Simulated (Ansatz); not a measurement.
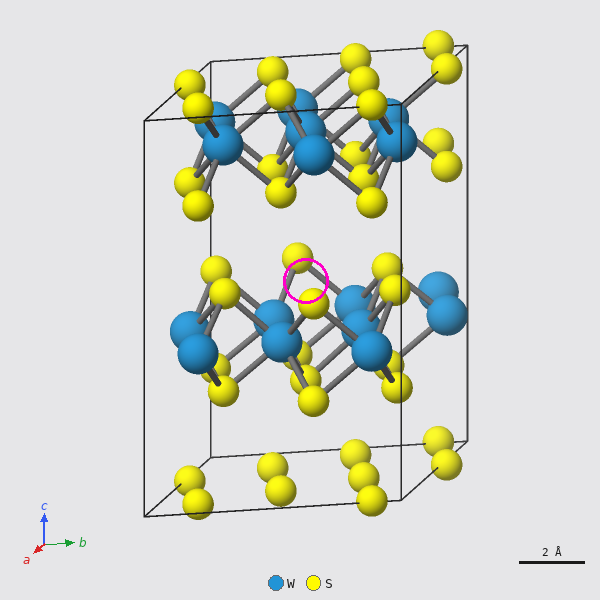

Shown here is a ball-and-stick view of the crystal, taken slightly off an axis. The edges of the supercell are marked. The host is WS2, in a cell of 42 sites, and the cell is neutral. A ring marks the defect's site.

### Spot the defect.

A sulfur vacancy. Around the empty site lie three W at about 2.4 Å.

The atoms were relaxed in the host's cell with DFT PBEsol, scalar-relativistic, plane waves, PAW in Ansatz 0.2.0.
